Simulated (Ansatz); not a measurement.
## Geometry relaxation of Zr₉O₁₆ (charge +3) (part 3 of 3)

Continued. System: Zr₉O₁₆ (defect cell, 25 atoms in the cell, total charge +3). Method: DFT PBE, scalar-relativistic, plane waves, PAW, spin-polarised (Ansatz 0.2.0); cutoff 420 eV, 2×2×2 k-mesh, Gaussian smearing of 0.01 eV, collinear spins. The structure derives from a Materials Project entry. It belongs to a series of runs on one base structure; here: Zr interstitial, charge +3, atoms relaxed at the host's cell.

### Trajectory as extended XYZ, continued
```
25
Lattice="-5.1158 5.1158 0.0000 -5.1158 0.0000 5.1158 0.0000 5.1158 5.1158" Properties=species:S:1:pos:R:3:forces:R:3 step=3 energy=-46817.06579
Zr  -10.4272    7.6818    7.6632   -0.0047  -0.0407  -0.0140
Zr   -7.6691    4.9464    7.6598    0.0254   0.2501   0.0198
Zr   -7.6660    7.6785    4.9100    0.0175   0.0182   0.1605
Zr  -10.2154    5.1151    5.1011   -0.0770   0.0489   0.0406
Zr   -5.1067    5.1165    5.1043    0.0061   0.0224   0.0011
Zr   -7.6597    2.5567    5.2999   -0.0105  -0.0115  -0.0738
Zr   -7.6625    5.2943    2.5471    0.0335  -0.2022  -0.0264
Zr   -4.9028    2.5584    2.5443   -0.0180  -0.0027   0.0123
O    -8.8232    6.3936    6.3153    0.0442  -0.0352  -0.0668
O    -6.4543    3.8618    6.3269    0.0473   0.0723  -0.0585
O    -6.4548    6.3782    3.8830    0.0891  -0.0341   0.0552
O    -8.8224    8.9662    9.0102    0.0144   0.0037   0.0821
O    -3.7601    3.8628    3.8806   -0.0772   0.0336   0.0564
O    -6.5079    6.3930    9.0123    0.0071  -0.0149   0.0359
O    -6.5112    8.9678    6.3127   -0.0108  -0.0172  -0.0448
O    -3.7556    6.3747    6.3283   -0.1194  -0.0247  -0.0707
O    -6.3002    3.8045    3.7194    0.0374  -0.0141  -0.0061
O    -3.8890    1.2924    3.7690   -0.0516  -0.0476   0.0532
O    -3.8908    3.8303    1.3247   -0.0313   0.0441  -0.0911
O    -6.3028    6.4379    6.4889    0.0610   0.0067   0.0207
O    -1.2077    1.2939    1.3253    0.0697  -0.0525  -0.0426
O    -3.9155    3.8037    6.4891   -0.0243  -0.0139   0.0190
O    -3.9086    6.4364    3.7202   -0.0902   0.0252   0.0005
O    -1.2106    3.8362    3.7679    0.0598   0.0104   0.0500
Zr   -7.6647    7.6799    7.6675    0.0028  -0.0247  -0.1125
25
Lattice="-5.1158 5.1158 0.0000 -5.1158 0.0000 5.1158 0.0000 5.1158 5.1158" Properties=species:S:1:pos:R:3:forces:R:3 step=4 energy=-46817.09090
Zr  -10.4402    7.6753    7.6597    0.0409   0.0383  -0.0025
Zr   -7.6655    4.9630    7.6603   -0.0122   0.0489   0.0087
Zr   -7.6585    7.6741    4.9074   -0.0228   0.0261  -0.0171
Zr  -10.2291    5.1194    5.1050    0.0538  -0.0286  -0.0075
Zr   -5.1036    5.1151    5.1031   -0.0003   0.0035   0.0001
Zr   -7.6702    2.5595    5.3050   -0.0200   0.0499  -0.0863
Zr   -7.6620    5.2737    2.5504   -0.0375  -0.0430   0.0016
Zr   -4.8867    2.5553    2.5502   -0.0175   0.0424   0.0218
O    -8.7914    6.3866    6.2860    0.0630   0.0532   0.0103
O    -6.4718    3.8784    6.2984    0.0975   0.0345  -0.0245
O    -6.4665    6.3653    3.9051    0.1144  -0.0810   0.0231
O    -8.7869    8.9725    9.0474    0.0975  -0.0724  -0.0482
O    -3.7397    3.8730    3.9079   -0.1095   0.0734   0.0298
O    -6.5373    6.3878    9.0397   -0.0754   0.0502  -0.0101
O    -6.5459    8.9758    6.2765   -0.0706  -0.0541   0.0235
O    -3.7459    6.3643    6.3071   -0.0928  -0.0768  -0.0300
O    -6.2697    3.8034    3.6805   -0.0186  -0.1075  -0.0716
O    -3.9074    1.2837    3.7579    0.0170  -0.0716   0.0795
O    -3.9144    3.8395    1.3424    0.0180   0.0500  -0.0790
O    -6.2741    6.4465    6.5173   -0.0312   0.0681   0.0821
O    -1.1912    1.2885    1.3391   -0.0067  -0.1037  -0.1057
O    -3.9429    3.8015    6.5245    0.0168  -0.1017   0.0803
O    -3.9390    6.4435    3.6914    0.0390   0.0672  -0.0812
O    -1.1846    3.8379    3.7489   -0.0313   0.0965   0.1079
Zr   -7.6642    7.6777    7.6597   -0.0116   0.0385   0.0948
25
Lattice="-5.1158 5.1158 0.0000 -5.1158 0.0000 5.1158 0.0000 5.1158 5.1158" Properties=species:S:1:pos:R:3:forces:R:3 step=5 energy=-46817.09180
Zr  -10.4528    7.6714    7.6560    0.1901   0.0917   0.0314
Zr   -7.6641    4.9818    7.6619   -0.0205  -0.2780  -0.0125
Zr   -7.6548    7.6731    4.9047   -0.0352   0.0094  -0.0192
Zr  -10.2342    5.1205    5.1070    0.1218  -0.0667  -0.0439
Zr   -5.1030    5.1149    5.1031   -0.0167  -0.0039   0.0028
Zr   -7.6755    2.5603    5.3084   -0.0223   0.0861  -0.1682
Zr   -7.6620    5.2549    2.5501   -0.0703   0.2327   0.0414
Zr   -4.8733    2.5550    2.5548   -0.1576   0.0545   0.0103
O    -8.7721    6.3844    6.2721    0.0375   0.0425   0.0553
O    -6.4744    3.8939    6.2836    0.0059  -0.0819   0.0468
O    -6.4637    6.3508    3.9171   -0.0206   0.0063  -0.0487
O    -8.7660    8.9739    9.0629    0.1019  -0.0467  -0.0971
O    -3.7381    3.8871    3.9234    0.0131  -0.0156  -0.0372
O    -6.5539    6.3892    9.0521   -0.0845   0.0111  -0.0297
O    -6.5659    8.9768    6.2612   -0.0670  -0.0054   0.0460
O    -3.7501    6.3515    6.2947    0.0628  -0.0051   0.0449
O    -6.2572    3.7944    3.6602   -0.0419  -0.0678  -0.0618
O    -3.9147    1.2728    3.7593    0.0872   0.0342  -0.0119
O    -3.9245    3.8499    1.3433    0.0680  -0.0559   0.0455
O    -6.2614    6.4585    6.5350   -0.0844   0.0240   0.0553
O    -1.1837    1.2769    1.3370   -0.0872   0.0054  -0.0173
O    -3.9550    3.7907    6.5430    0.0385  -0.0598   0.0648
O    -3.9518    6.4554    3.6751    0.1034   0.0145  -0.0791
O    -1.1724    3.8460    3.7481   -0.1072   0.0075   0.0043
Zr   -7.6641    7.6770    7.6568   -0.0147   0.0672   0.1774
25
Lattice="-5.1158 5.1158 0.0000 -5.1158 0.0000 5.1158 0.0000 5.1158 5.1158" Properties=species:S:1:pos:R:3:forces:R:3 step=6 energy=-46817.10054
Zr  -10.4421    7.6749    7.6574   -0.0841   0.0274   0.0008
Zr   -7.6654    4.9711    7.6619   -0.0004  -0.1012  -0.0098
Zr   -7.6579    7.6752    4.9096   -0.0119  -0.0008  -0.0841
Zr  -10.2279    5.1182    5.1055    0.0460  -0.0111  -0.0081
Zr   -5.1047    5.1159    5.1038   -0.0121   0.0126   0.0091
Zr   -7.6722    2.5606    5.3006   -0.0027   0.0232   0.0449
Zr   -7.6630    5.2673    2.5489   -0.0246   0.1070   0.0006
Zr   -4.8852    2.5574    2.5532    0.0767   0.0144  -0.0005
O    -8.7810    6.3856    6.2825    0.0077   0.0172   0.0214
O    -6.4664    3.8845    6.2935   -0.0024  -0.0166   0.0008
O    -6.4583    6.3583    3.9092   -0.0203  -0.0184   0.0062
O    -8.7761    8.9720    9.0486    0.0254  -0.0116  -0.0346
O    -3.7474    3.8813    3.9144    0.0149   0.0096   0.0016
O    -6.5457    6.3892    9.0420   -0.0292  -0.0048  -0.0059
O    -6.5555    8.9744    6.2750   -0.0116  -0.0012   0.0153
O    -3.7552    6.3582    6.3013    0.0468  -0.0257  -0.0036
O    -6.2691    3.7942    3.6733   -0.0065  -0.0396  -0.0323
O    -3.9079    1.2791    3.7641   -0.0026   0.0263  -0.0438
O    -3.9153    3.8436    1.3362   -0.0112  -0.0328   0.0519
O    -6.2729    6.4543    6.5276   -0.0236   0.0175   0.0266
O    -1.1893    1.2815    1.3310    0.0018   0.0162   0.0341
O    -3.9437    3.7916    6.5321   -0.0012  -0.0348   0.0397
O    -3.9400    6.4522    3.6830    0.0311   0.0180  -0.0455
O    -1.1825    3.8428    3.7561   -0.0091  -0.0085  -0.0338
Zr   -7.6644    7.6781    7.6606    0.0033   0.0181   0.0489
25
Lattice="-5.1158 5.1158 0.0000 -5.1158 0.0000 5.1158 0.0000 5.1158 5.1158" Properties=species:S:1:pos:R:3:forces:R:3 step=7 energy=-46817.10101
Zr  -10.4422    7.6747    7.6570   -0.1154   0.0259   0.0021
Zr   -7.6656    4.9704    7.6613   -0.0026  -0.1023  -0.0074
Zr   -7.6573    7.6755    4.9110   -0.0119  -0.0027  -0.0842
Zr  -10.2280    5.1177    5.1054    0.0488  -0.0088  -0.0068
Zr   -5.1045    5.1150    5.1040   -0.0114   0.0177   0.0073
Zr   -7.6727    2.5603    5.2990   -0.0058   0.0218   0.0445
Zr   -7.6626    5.2686    2.5491   -0.0257   0.1050   0.0006
Zr   -4.8855    2.5565    2.5541    0.1099   0.0148  -0.0036
O    -8.7845    6.3807    6.2823   -0.0024   0.0160   0.0172
O    -6.4634    3.8875    6.2926    0.0008  -0.0181  -0.0112
O    -6.4542    6.3552    3.9104   -0.0194  -0.0154   0.0120
O    -8.7790    8.9773    9.0494    0.0136  -0.0087  -0.0335
O    -3.7506    3.8846    3.9150    0.0144   0.0067   0.0166
O    -6.5415    6.3844    9.0420   -0.0229  -0.0044  -0.0014
O    -6.5529    8.9797    6.2741   -0.0017   0.0033   0.0139
O    -3.7589    6.3549    6.3005    0.0454  -0.0259  -0.0122
O    -6.2738    3.7897    3.6734    0.0077  -0.0423  -0.0261
O    -3.9017    1.2838    3.7630   -0.0262   0.0234  -0.0369
O    -3.9110    3.8384    1.3378   -0.0262  -0.0265   0.0438
O    -6.2782    6.4591    6.5278   -0.0055   0.0192   0.0151
O    -1.1946    1.2860    1.3320    0.0212   0.0157   0.0297
O    -3.9397    3.7872    6.5317   -0.0130  -0.0396   0.0360
O    -3.9347    6.4571    3.6831    0.0162   0.0209  -0.0354
O    -1.1869    3.8384    3.7547    0.0050  -0.0088  -0.0310
Zr   -7.6648    7.6786    7.6605    0.0070   0.0130   0.0510
25
Lattice="-5.1158 5.1158 0.0000 -5.1158 0.0000 5.1158 0.0000 5.1158 5.1158" Properties=species:S:1:pos:R:3:forces:R:3 step=8 energy=-46817.10162
Zr  -10.4452    7.6749    7.6562   -0.0425  -0.0235  -0.0293
Zr   -7.6655    4.9631    7.6600    0.0087   0.0516   0.0167
Zr   -7.6558    7.6746    4.9118    0.0056   0.0066   0.0560
Zr  -10.2277    5.1168    5.1054   -0.0030   0.0201   0.0158
Zr   -5.1040    5.1140    5.1046   -0.0072   0.0270   0.0030
Zr   -7.6766    2.5626    5.2971    0.0427  -0.0492  -0.0609
Zr   -7.6639    5.2760    2.5510    0.0232  -0.0244  -0.0531
Zr   -4.8821    2.5557    2.5570   -0.0127   0.0013  -0.0122
O    -8.7803    6.3698    6.2736   -0.0245  -0.0389  -0.0136
O    -6.4632    3.8919    6.2820    0.0257   0.0827  -0.0094
O    -6.4532    6.3497    3.9189    0.0283  -0.1024   0.0224
O    -8.7704    8.9887    9.0600   -0.0411   0.0683  -0.0054
O    -3.7492    3.8897    3.9257   -0.0333   0.0901   0.0048
O    -6.5460    6.3723    9.0500    0.0023  -0.0384   0.0231
O    -6.5604    8.9928    6.2628    0.0277   0.0443  -0.0027
O    -3.7593    6.3488    6.2919   -0.0088  -0.0939  -0.0107
O    -6.2721    3.7786    3.6599    0.0161   0.0221   0.0359
O    -3.8980    1.2954    3.7553   -0.0114  -0.0968   0.0553
O    -3.9107    3.8266    1.3487    0.0064   0.0882  -0.0633
O    -6.2795    6.4699    6.5387    0.0269  -0.0268  -0.0426
O    -1.1976    1.2982    1.3402   -0.0082  -0.0962  -0.0517
O    -3.9409    3.7771    6.5453   -0.0299   0.0194  -0.0227
O    -3.9336    6.4685    3.6714   -0.0119  -0.0312   0.0282
O    -1.1880    3.8267    3.7441   -0.0213   0.1096   0.0708
Zr   -7.6654    7.6790    7.6597    0.0423  -0.0096   0.0458
25
Lattice="-5.1158 5.1158 0.0000 -5.1158 0.0000 5.1158 0.0000 5.1158 5.1158" Properties=species:S:1:pos:R:3:forces:R:3 step=9 energy=-46817.11184
Zr  -10.4598    7.6780    7.6622    0.0448   0.0000  -0.0014
Zr   -7.6649    4.9563    7.6623   -0.0004  -0.0601   0.0015
Zr   -7.6641    7.6777    4.9342    0.0006   0.0005  -0.0437
Zr  -10.2229    5.1199    5.1047    0.0019   0.0003   0.0002
Zr   -5.1066    5.1198    5.1046    0.0000   0.0009  -0.0005
Zr   -7.6652    2.5622    5.2750    0.0002   0.0002   0.0427
Zr   -7.6644    5.2839    2.5467    0.0010   0.0609  -0.0007
Zr   -4.8695    2.5616    2.5476   -0.0448  -0.0005  -0.0016
O    -8.7748    6.3213    6.2909    0.0113   0.0052   0.0095
O    -6.4580    3.9222    6.2941   -0.0038   0.0089  -0.0052
O    -6.4572    6.3185    3.9143   -0.0040  -0.0114   0.0081
O    -8.7744    9.0347    9.0345    0.0102  -0.0059  -0.0110
O    -3.7555    3.9215    3.9149    0.0029   0.0136   0.0060
O    -6.5538    6.3220    9.0339   -0.0131   0.0041  -0.0109
O    -6.5553    9.0352    6.2901   -0.0114  -0.0055   0.0112
O    -3.7559    6.3182    6.2946    0.0044  -0.0107  -0.0061
O    -6.2771    3.7270    3.6933   -0.0030  -0.0036   0.0054
O    -3.8966    1.3256    3.7709    0.0099  -0.0220   0.0274
O    -3.8977    3.7982    1.3231    0.0118   0.0230  -0.0279
O    -6.2773    6.5143    6.5150   -0.0031   0.0017  -0.0060
O    -1.2005    1.3262    1.3223   -0.0115  -0.0229  -0.0251
O    -3.9366    3.7263    6.5152    0.0040  -0.0016  -0.0036
O    -3.9358    6.5138    3.6941    0.0026   0.0027   0.0048
O    -1.2002    3.7986    3.7704   -0.0116   0.0231   0.0258
Zr   -7.6647    7.6782    7.6624    0.0012  -0.0011   0.0015
25
Lattice="-5.1158 5.1158 0.0000 -5.1158 0.0000 5.1158 0.0000 5.1158 5.1158" Properties=species:S:1:pos:R:3:forces:R:3 step=10 energy=-46817.11270
Zr  -10.4566    7.6781    7.6624   -0.0254   0.0006   0.0009
Zr   -7.6647    4.9510    7.6624    0.0006   0.0124  -0.0003
Zr   -7.6646    7.6782    4.9345   -0.0007  -0.0013   0.0071
Zr  -10.2226    5.1202    5.1046    0.0008  -0.0001  -0.0006
Zr   -5.1066    5.1202    5.1045   -0.0004  -0.0003  -0.0001
Zr   -7.6646    2.5624    5.2746    0.0000  -0.0007  -0.0083
Zr   -7.6646    5.2893    2.5467   -0.0004  -0.0126   0.0004
Zr   -4.8726    2.5620    2.5465    0.0265   0.0007   0.0010
O    -8.7695    6.3170    6.2982    0.0025   0.0097   0.0117
O    -6.4614    3.9254    6.2974    0.0093  -0.0099   0.0122
O    -6.4614    6.3150    3.9118    0.0098   0.0104  -0.0125
O    -8.7695    9.0389    9.0267    0.0021  -0.0091  -0.0111
O    -3.7521    3.9253    3.9116   -0.0094  -0.0098  -0.0116
O    -6.5598    6.3170    9.0268   -0.0027   0.0102  -0.0122
O    -6.5598    9.0391    6.2981   -0.0024  -0.0100   0.0119
O    -3.7519    6.3150    6.2974   -0.0102   0.0095   0.0124
O    -6.2727    3.7210    3.7014   -0.0045  -0.0077  -0.0056
O    -3.9017    1.3278    3.7784   -0.0085   0.0110  -0.0106
O    -3.9016    3.7965    1.3149   -0.0094  -0.0101   0.0099
O    -6.2726    6.5193    6.5075   -0.0044   0.0075   0.0063
O    -1.1959    1.3278    1.3149    0.0090   0.0110   0.0096
O    -3.9407    3.7209    6.5075    0.0045  -0.0072   0.0059
O    -3.9408    6.5193    3.7015    0.0046   0.0068  -0.0061
O    -1.1960    3.7966    3.7783    0.0096  -0.0106  -0.0097
Zr   -7.6646    7.6780    7.6625   -0.0008  -0.0004  -0.0006
25
Lattice="-5.1158 5.1158 0.0000 -5.1158 0.0000 5.1158 0.0000 5.1158 5.1158" Properties=species:S:1:pos:R:3:forces:R:3 step=11 energy=-46817.11285
Zr  -10.4572    7.6781    7.6625   -0.0080   0.0001   0.0001
Zr   -7.6647    4.9510    7.6625    0.0000  -0.0015   0.0006
Zr   -7.6647    7.6780    4.9354    0.0007   0.0009  -0.0035
Zr  -10.2226    5.1202    5.1045    0.0007  -0.0005  -0.0001
Zr   -5.1069    5.1201    5.1045    0.0008   0.0001   0.0001
Zr   -7.6647    2.5622    5.2737    0.0003  -0.0002   0.0035
Zr   -7.6646    5.2892    2.5465    0.0000   0.0020   0.0001
Zr   -4.8721    2.5622    2.5467    0.0058   0.0000  -0.0003
O    -8.7704    6.3166    6.3004    0.0005   0.0008   0.0008
O    -6.4605    3.9249    6.2994    0.0009  -0.0004   0.0006
O    -6.4604    6.3154    3.9097    0.0009   0.0003  -0.0008
O    -8.7705    9.0394    9.0245    0.0009  -0.0006  -0.0011
O    -3.7530    3.9251    3.9099    0.0001  -0.0023  -0.0025
O    -6.5585    6.3170    9.0242   -0.0021  -0.0015   0.0014
O    -6.5585    9.0392    6.3006   -0.0028   0.0011  -0.0005
O    -3.7530    6.3151    6.2991    0.0002   0.0024   0.0021
O    -6.2737    3.7198    3.7034   -0.0010   0.0014   0.0017
O    -3.9015    1.3290    3.7793    0.0020  -0.0018   0.0018
O    -3.9016    3.7955    1.3139    0.0025   0.0013  -0.0014
O    -6.2737    6.5205    6.5057   -0.0003  -0.0016  -0.0026
O    -1.1960    1.3289    1.3137   -0.0025  -0.0012  -0.0011
O    -3.9397    3.7198    6.5057    0.0008  -0.0003  -0.0006
O    -3.9396    6.5205    3.7034   -0.0004  -0.0002   0.0010
O    -1.1960    3.7956    3.7795   -0.0025   0.0012   0.0008
Zr   -7.6647    7.6780    7.6624    0.0022   0.0005   0.0001
```

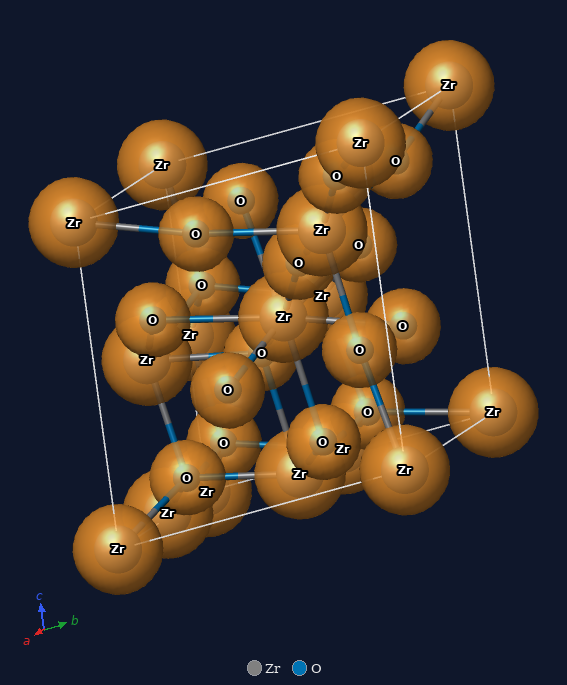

Isosurface of the valence pseudo-density at 1.5 e/Å³ (orange), seen slightly off an axis. Sticks mark near contacts. The outline is the calculation cell. At this value the density breaks into separate islands; it holds about 60 % of the electrons treated as valence (semicore included). It is pinched off along the Zr–O (2.00 Å), Zr–Zr (2.73 Å), Zr–O (2.09 Å) and Zr–O (2.15 Å) contacts. On the grid the lowest density along these lines, outside the cores, is 0.85 e/Å³ (Zr–O, 2.00 Å), 0.25 e/Å³ (Zr–Zr, 2.73 Å), 0.67 e/Å³ (Zr–O, 2.09 Å) and 0.58 e/Å³ (Zr–O, 2.15 Å). Core electrons are frozen (PAW), so the fields are smoothed inside the atomic spheres.

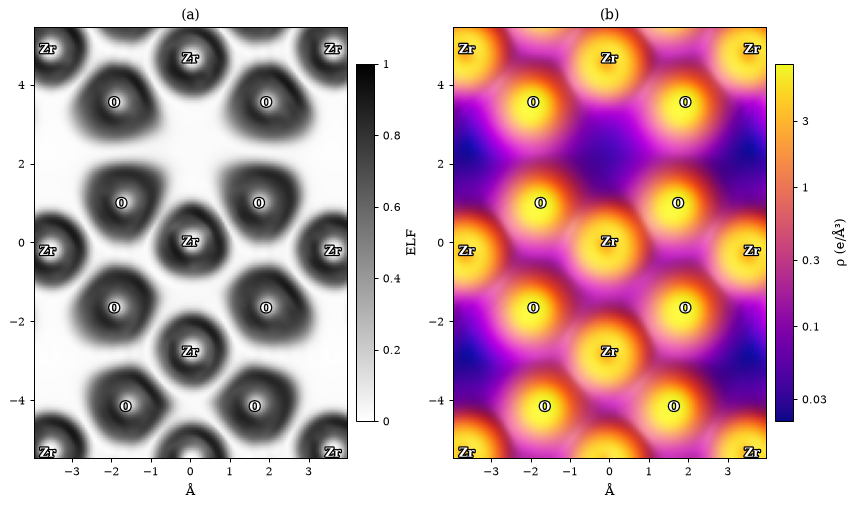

(a) ELF; (b) valence pseudo-density on the (11̄0) plane of the calculation cell. Atoms in the plane: Zr and O. Zr–O (2.00 Å): ρ is about 0.87 e/Å³ halfway; the ELF peaks at about 0.85 in the valence shell of O, 0.6 Å from its nucleus, and drops to about 0.25 between the two atoms. Zr–O (2.17 Å): ρ is about 0.56 e/Å³ halfway; the ELF peaks at about 0.85 in the valence shell of O, 0.6 Å from its nucleus, and drops to about 0.20 between the two atoms. Zr–O (2.23 Å): ρ at the midpoint is about 0.48 e/Å³; the ELF peaks at about 0.85 in the valence shell of O, 0.6 Å from its nucleus, and drops to about 0.15 between the two atoms. Zr–O (2.30 Å): the density is about 0.4 e/Å³ at the midpoint; the ELF peaks at about 0.85 in the valence shell of O, 0.7 Å from its nucleus, and drops to about 0.15 between the two atoms. Zr–Zr (2.79 Å): ρ is about 0.18 e/Å³ halfway; the ELF is about 0.05 at the midpoint. Away from the nuclei the density in this plane falls to 0.02 e/Å³ at its lowest. The strong features right at Zr lie inside the PAW spheres (semicore, d or f shells) and say nothing about bonding.

### Summary

```csv
quantity,value
outcome,converged
electrons treated,201
free energy,−46817.1128 eV
Fermi energy,15.005 eV
gap on the k-point mesh,0.18 eV
net moment of the cell,0.00 μB
integrated absolute moment,0.00 μB
final volume,267.78 Å³
largest force (length of the vector) at the end,0.008 eV/Å
wall time,3.3 min (CPU time 13 min)
peak memory,1.3 GiB
```

### Remarks

The program warns: some starting moments were not kept. The cell is charged and computed with a neutralising background, so its energy and pressure depend on the cell and aren't those of a real crystal. So coarse a mesh can miss the band edges, so the true gap of this method can be much smaller, or zero. The k-point mesh is coarse for a cell of this size, so the results may not be converged.
